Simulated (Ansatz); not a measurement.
The calculation's input:

```
crystal:
  lattice:
    - [0.0, 0.0, 5.0179604226]
    - [-3.1302455678, 5.4217443637, 0.0]
    - [-3.1302455678, -5.4217443637, 0.0]
  atoms:
    - { symbol: Al, position: [0.9821199997, 0.1630468508, 0.3341025069], spin: 0.25 }
    - { symbol: Al, position: [0.9998984791, 0.6668569271, 0.3356438234] }
    - { symbol: Al, position: [0.9998064952, 0.1620779958, 0.8308369405] }
    - { symbol: Al, position: [0.9998832124, 0.6668497704, 0.8308175334] }
    - { symbol: Al, position: [0.5036435373, 0.8189235656, 0.1608112421], spin: 0.25 }
    - { symbol: Al, position: [0.5037349693, 0.3401143762, 0.1648506597], spin: 0.25 }
    - { symbol: Al, position: [0.5031771292, 0.8320129944, 0.6658662014] }
    - { symbol: Al, position: [0.5047776783, 0.3341689707, 0.6669040777], spin: 0.25 }
    - { symbol: "N", position: [0.3817467561, 0.6654995336, 0.3328581479] }
    - { symbol: "N", position: [0.3817152521, 0.1649521227, 0.8323229106] }
    - { symbol: "N", position: [0.3817518395, 0.6655136294, 0.8323307604] }
    - { symbol: "N", position: [0.8829088244, 0.8327878147, 0.1662041215] }
    - { symbol: "N", position: [0.8828298748, 0.3315140659, 0.1662328564] }
    - { symbol: "N", position: [0.8822014366, 0.8319274978, 0.6657646461] }
    - { symbol: "N", position: [0.8827417498, 0.3315108091, 0.6648916628] }
  host:
    lattice:
      - [3.1302455678, 0.0, 0.0]
      - [-1.5651227839, 2.7108721818, 0.0]
      - [0.0, 0.0, 5.0179604226]
    atoms:
      - { symbol: Al, position: [0.3333333333, 0.6666666667, -0.0007713538] }
      - { symbol: Al, position: [0.6666666667, 0.3333333333, 0.4992286462] }
      - { symbol: "N", position: [0.3333333333, 0.6666666667, 0.3807713538] }
      - { symbol: "N", position: [0.6666666667, 0.3333333333, 0.8807713538] }
total_charge: 2
basis:
  ecutwfc: 420
  xc_grid: 2
kpoints:
  mp_grid: { grid: [2, 2, 2], shift: [0.0, 0.0, 0.0] }
hamiltonian:
  xc: pbe
scf:
  occupations: { method: gaussian, width: 0.01 }
output:
  forces: true
  stress: false
  eigenvalues: true
  populations: true
  charged_corrections:
    defect_position: [0.38077135, 0.16666667, 0.33333333]
    epsilon: [[8.2949, 0.0, 0.0], [0.0, 8.2949, 0.0], [0.0, 0.0, 9.8373]]
  write_density: true
  write_potential: true
  elf: true
  volumetric_format: npy
magnetization:
  spin_polarized: true
relax:
  adjacent_minimum: "off"
  f_tol: 0.025
  max_steps: 45
```

Command:

```sh
ansatz run input.yaml --threads 2 --pin off --max-ram 5120MiB --backend cpu --events-out ev --progress --plain --runs-dir out
```

The fields are those of the relaxed geometry.

Spin-polarised.

These are results of Ansatz, DFT PBE, scalar-relativistic, plane waves, PAW, not measurements.

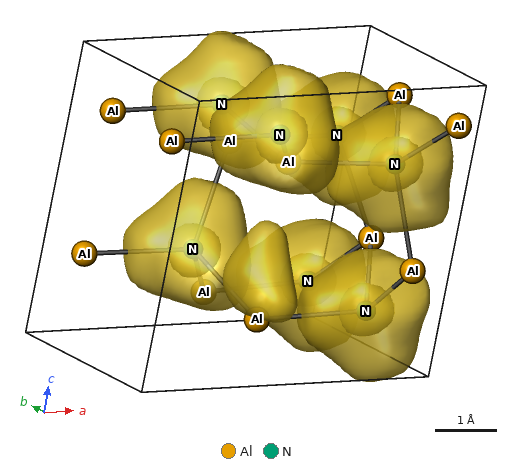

Al8N7 (cell charge +2, with a compensating background) (cell with a defect). Isosurface of the ELF at 0.7 (yellow), seen slightly off an axis. Only the valence region is drawn (cores and ρ < 0.01 e/Å³ removed). Sticks mark near contacts.

> What do the ELF domains correspond to?

The ELF exceeds this value in seven regions on N in which the atom's valence shell and bonds are merged and one pocket between the atoms, centred on no nucleus (multi-centre or interstitial), counted in one cell of 15 atoms. Regions shared between cells count once. Along the contacts the grid gives the following. Al–N (1.84 Å): the ELF peaks at about 0.90 in the valence shell of N, 0.7 Å from its nucleus, and is about 0.85 at the midpoint. Al–N (1.89 Å): the ELF peaks at about 0.90 in the valence shell of N, 0.8 Å from its nucleus, and is about 0.85 at the midpoint.
